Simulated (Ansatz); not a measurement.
System: SnSe2, space group R-3m, 3 atoms in the primitive cell, relaxed with r2SCAN+rVV10; a = 3.825 Å, c = 19.005 Å (hexagonal axes). Starting point: PBE, Ansatz PAW set, no spin polarisation, no spin-orbit coupling, 6×6×6 k mesh, 420 eV cutoff, fixed occupations (Ansatz 0.2.0). Many-body step: G0W0 with empty bands 440, screening cutoff 180 eV and frequency treatment contour deformation.

In PBE the smallest gap over these k points is 0.31 eV, with direct gaps of 0.55 eV at F, 1.25 eV at Γ and 2.34 eV at (0.00, 0.17, −0.17).

What does G0W0 give?

Answer. Over the k points that were corrected, the smallest gap goes from 0.31 eV in PBE ((0.00, 0.17, −0.17) to F) to 0.92 eV in G0W0 ((0.00, 0.17, −0.17) to F), a change of +0.61 eV. Counted from the valence top, the lowest empty level moves by +0.61 eV at F, +0.65 eV at Γ and +0.72 eV at (0.00, 0.17, −0.17); over the 24 points that were corrected the shifts run from +0.61 to +0.72 eV: a spread of 0.11 eV on a mean of 0.68 eV, so one scissor shift describes this level only roughly. Only two empty levels a point were corrected, so a higher one could drop under them. The quasiparticle weight (renormalisation factor) lies between 0.72 and 0.78 for the top filled and first empty levels.

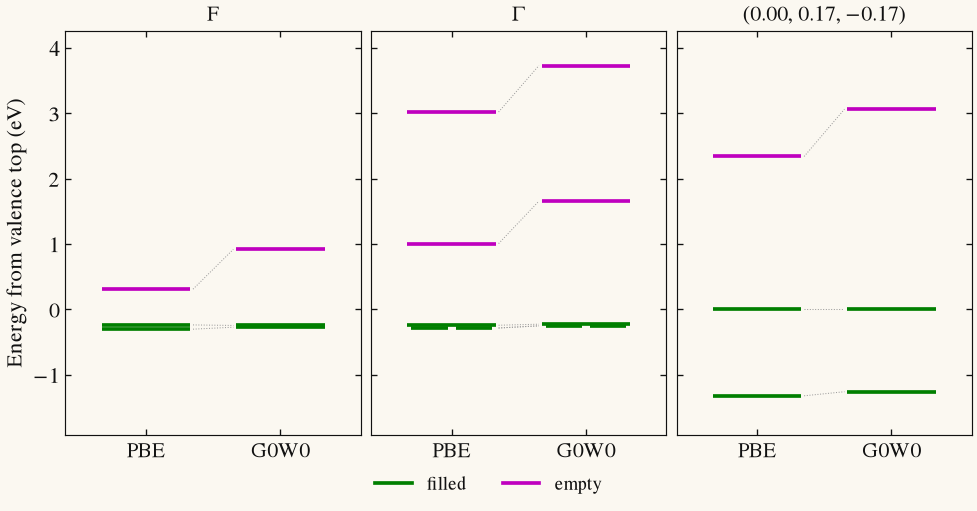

Levels at F, Γ and (0.00, 0.17, −0.17) in PBE and in G0W0, each set counted from its own valence top. Degenerate partners of corrected states are drawn at the same energy at named points, and can be missing at the others. In reduced coordinates of the cell that was run, F is (0.5, 0.5, 0).

| k point | PBE direct gap (eV) | G0W0 direct gap (eV) |
| --- | --- | --- |
| F | 0.55 | 1.16 |
| Γ | 1.25 | 1.88 |
| (0.00, 0.17, −0.17) | 2.34 | 3.06 |

The GW screening of so narrow a gap isn't settled on this k mesh. Spin-orbit coupling is left out, which matters for Sn and Se. The k mesh is thin for GW. The usual form of SnSe2 is the layered CdI2 type. Bands, cutoffs and mesh are finite, so these values aren't at the basis limit.
